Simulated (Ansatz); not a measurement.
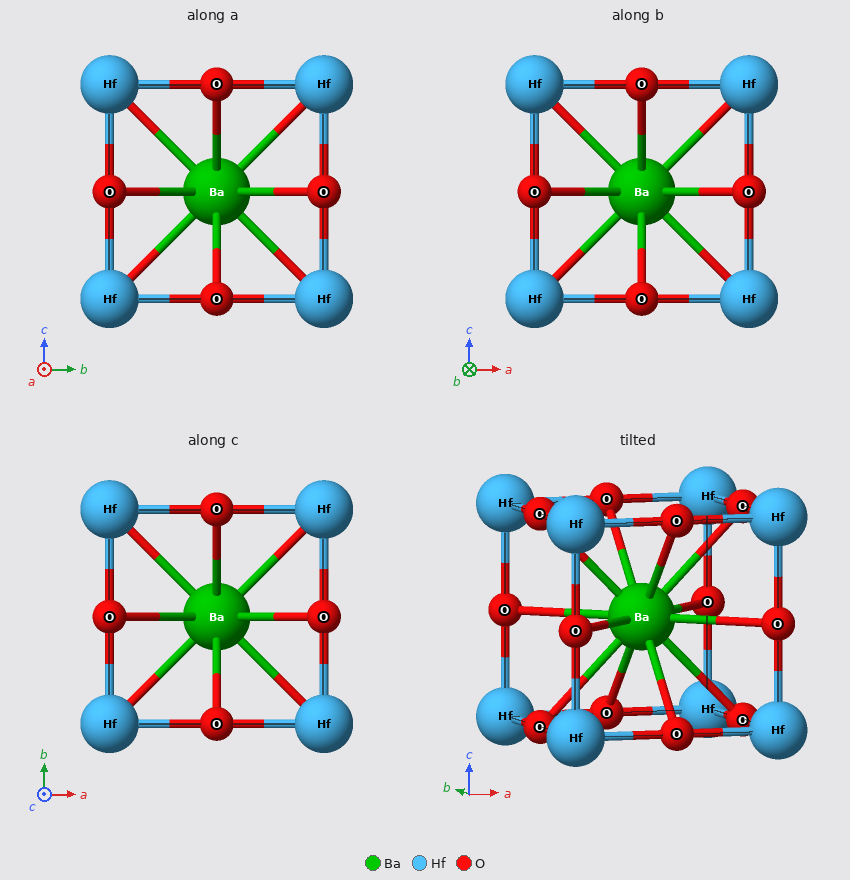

The figure gives a ball-and-stick picture of the atoms, viewed along the a axis, along the b axis, along the c axis and slightly off an axis. The wireframe shows the conventional unit cell.

Lattice parameters: a = 4.206 Å, b = 4.206 Å, c = 4.206 Å, α = 90.00°, β = 90.00°, γ = 90.00°. Put a along x and b in the xy plane.

Q: Turn the picture into a POSCAR file.

A:
```
Ba Hf O
1.0
     4.206    0.000    0.000
     0.000    4.206    0.000
     0.000    0.000    4.206
Ba Hf O
1 1 3
Direct
  0.5000 0.5000 0.5000
  0.0000 0.0000 0.0000
  0.0000 0.5000 0.0000
  0.0000 0.0000 0.5000
  0.5000 0.0000 0.0000
```

The cell started as a random cell made by a generator, so it need not be a real form of the compound. Earlier steps of the study, as a rule a relaxation of our own, may have changed the cell and positions, so they can lie some per cent off the listed ones. It went into a calculation with Ansatz.
